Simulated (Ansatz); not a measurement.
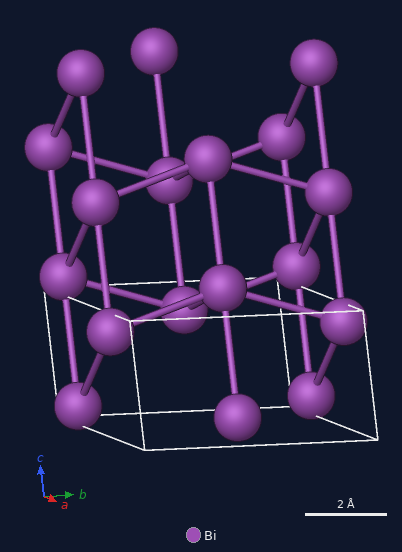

The starting point is a symmetric starting cell of Bi. A ball-and-stick model of the conventional cell (2 times the calculation's cell), repeated 1 × 1 × 3 with one cell outlined, seen slightly off an axis. Lengths and directions refer to the drawn axes.

Method: DFT PBE, scalar-relativistic, plane waves, PAW in Ansatz. (plane-wave cutoff 420 eV; k-point mesh 10 × 10 × 14; occupations gaussian; smearing width 0.1 eV; no spin polarisation)

The variant: All lengths are scaled by −2.7 % (volume −7.9 %), the atoms keeping their fractional coordinates. No relaxation follows. The starting cell wasn't computed here and needn't be at equilibrium, so pressure and forces aren't due to the change alone.

Q: What is the effect?

A: Among the bonded contacts that change: Bi–Bi 3.314 → 3.225 Å, Bi–Bi 3.300 → 3.211 Å, Bi–Bi 3.207 → 3.120 Å, Bi–Bi 3.155 → 3.069 Å. The space group stays C2/m (No. 12). The pressure is 10.7 GPa (not all of it need come from the change, since the unchanged cell can be under pressure at this level too). The principal stresses (compression positive) are 11.2 GPa along [3 0 2], 10.6 GPa along b, 10.2 GPa along c. The largest forces, 0.048 eV/Å, act on 2 Bi atoms of the calculation's cell.

The changed structure in the same view:

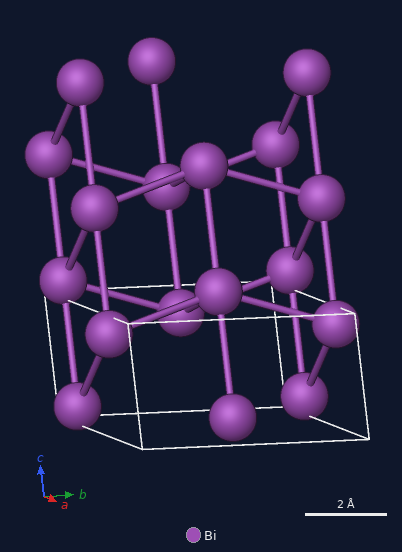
